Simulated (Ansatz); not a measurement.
System: ScAl₃.

Input

```
crystal:
  lattice:
    - [4.1053305959, 0.0, 0.0]
    - [0.0, 4.1053305959, 0.0]
    - [0.0, 0.0, 3.9411173721]
  atoms:
    - { symbol: Sc, position: [0.0, 0.0, 0.0] }
    - { symbol: Al, position: [0.5, 0.0, 0.5] }
    - { symbol: Al, position: [0.0, 0.5, 0.5] }
    - { symbol: Al, position: [0.5, 0.5, 0.0] }
basis:
  ecutwfc: 420
kpoints:
  mp_grid: { grid: [12, 12, 12] }
hamiltonian:
  xc: pbe
scf:
  occupations: { method: gaussian, width: 0.15 }
output:
  forces: true
  stress: true
  eigenvalues: true
  write_density: true
  write_potential: true
  elf: true
  volumetric_format: npy
```

Run with:

```sh
ansatz run input.yaml --threads 2 --pin off --max-ram 5120MiB --backend cpu --events-out ev --progress --plain --runs-dir out
```

Below, planes, directions and counts refer to the conventional cell (a = 4.11 Å, b = 4.11 Å, c = 3.94 Å, α = 90.00°, β = 90.00°, γ = 90.00°).

Space group P4/mmm; a structure from a database of computed crystals, not necessarily the ambient phase; changed on purpose from its base cell (strain +0.000 along x and y, -0.040 along z, atoms carried along); computed pressure about 4 GPa in this cell.

Level of theory: DFT PBE, scalar-relativistic, plane waves, PAW (Ansatz 0.2.0).

What can the converged valence pseudo-density and electron localisation function tell about the bonding?

Answer. Sc–Al (2.85 Å): ρ is about 0.18 e/Å³ halfway; the ELF peaks at about 0.60 in the valence shell of Al, 1.0 Å from its nucleus, and is about 0.30 at the midpoint: no shared electron pair shows on this line.

Does the calculation make it a metal, or give it a gap?

Answer. It is metallic or semimetallic at this level of theory: no gap opens.

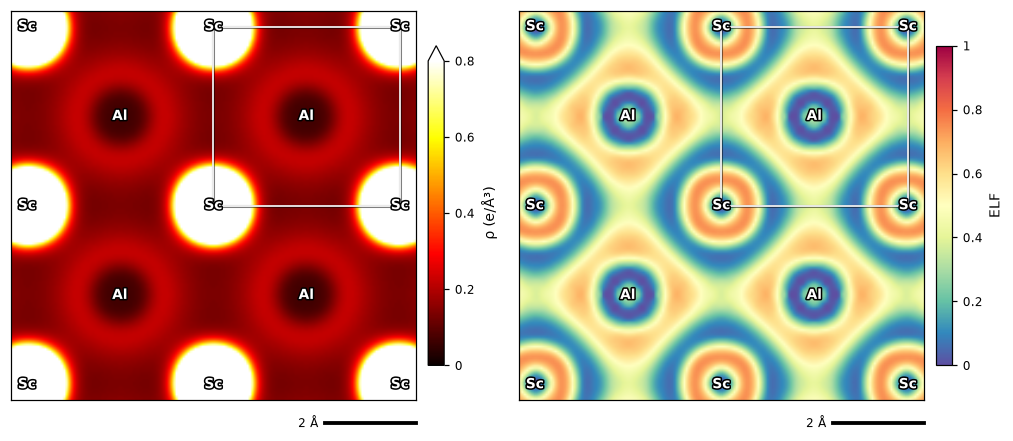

Computed valence pseudo-density and electron localisation function on the (100) plane of the conventional cell, in this order. 

Core electrons are frozen (PAW), and the valence fields are smoothed inside the atomic spheres.
